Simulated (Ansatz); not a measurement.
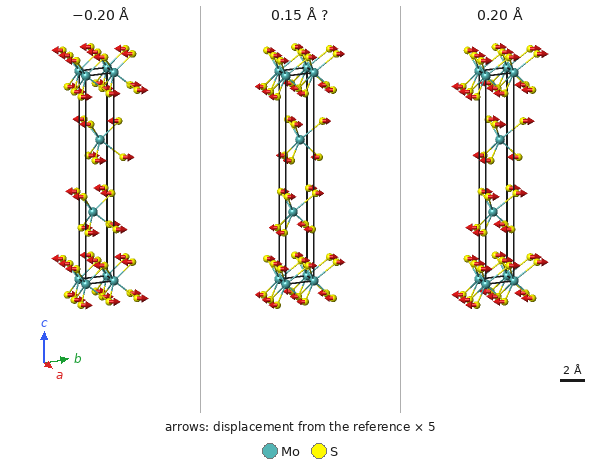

Crystalline MoS2 (R3m): a normal mode at the zone centre (one arbitrary combination within a set of 2 degenerate modes) is frozen in with the cell fixed, the amplitude being the largest displacement of an atom. A ball-and-stick model of the conventional cell (3 times the calculation's cell), seen slightly off an axis. Red arrows: displacements from the reference. Lengths and directions refer to the drawn axes.

Method: DFT PBE+D3(BJ), scalar-relativistic, plane waves, PAW in Ansatz 0.2.0. Settings: plane-wave cutoff 420 eV; k-point mesh 12 × 12 × 12; occupations gaussian; smearing width 0.05 eV; no spin polarisation. Energies (free energies at the smearing named) are counted from the relaxed crystal.

```
largest displacement (Å)  ΔE (meV/cell)
                  −0.200            384
                  −0.150            217
                  −0.100             96
                  −0.050             24
                   0.000              0
                   0.050             24
                   0.100             96
                   0.150              ?
                   0.175            292
                   0.200            381
```

> Fill in the missing row.

A straight line between the two neighbours gives 227 meV/cell. A cubic through the four nearest rows (0.050, 0.100, 0.175, 0.200) gives, with Lagrange weights, (−0.0667)(24) + (0.3333)(96) + (1.0667)(292) + (−0.3333)(381) = 215 meV/cell. The calculation gives 215 meV/cell, so the cubic is right to the digits shown and the straight line 12 meV/cell too high, as the curve bends upwards here.

The whole profile:

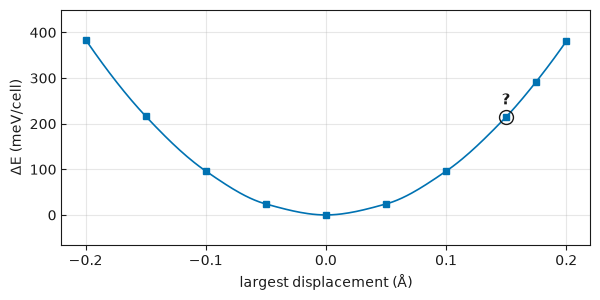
